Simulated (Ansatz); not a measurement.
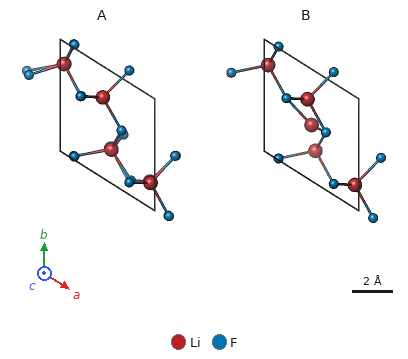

Two geometries of a defect cell of composition Li7F8 (cell charge −1) (started half-way along a vacancy jump, in the symmetry of that start), drawn at one scale. One is the start of a relaxation, the other its converged end. The picture is a ball-and-stick view of the cell of the calculation (origin shifted), seen along the c axis.

Method: DFT PBE, scalar-relativistic, plane waves, PAW in Ansatz. Settings: plane-wave cutoff 420 eV; k-point mesh 4 × 4 × 4; occupations gaussian; smearing width 0.05 eV; no spin polarisation; atoms relaxed in a fixed cell; force threshold 0.02 eV/Å; at most 60 steps.

Which of the two is the end point?

Structure A is the relaxed one. The atom that moves furthest is a Li atom (1.43 Å roughly along [1 −3 1]). Largest moves by element: Li 1.43 Å, F 0.22 Å. The cell stays as it was. Near-neighbour distances that change, for instance: F–Li 3.251 → 1.832 Å, F–Li 1.997 → 3.079 Å, F–Li 1.124 → 1.832 Å, F–Li 2.479 → 1.912 Å. New bonds form: F–Li (2.48 → 1.91 Å), F–Li (2.48 → 1.93 Å), F–Li (3.25 → 1.83 Å). Bonds break: F–Li (2.00 → 3.08 Å). Bond angles that change, for instance: Li–F–Li 124.0° → 116.0°, F–Li–F 107.1° → 114.8°, Li–F–Li 124.0° → 116.7°. After 10 accepted moves (11 points after the start) the energy has fallen by 5.487 eV per cell of the calculation. Largest force component: 17 eV/Å at the start, 0.017 eV/Å at the end. 1 step only repeated the SCF at the same geometry. Cost: 110 s on 4 threads of Arm Neoverse V1 (shared host), peak memory 0.62 GiB.

Limits of the set-up: the periodic images lie only 5.8 Å apart, so the values are limited by the cell's size; the cell is charged, on a uniform background, and energies carry no finite-size correction.
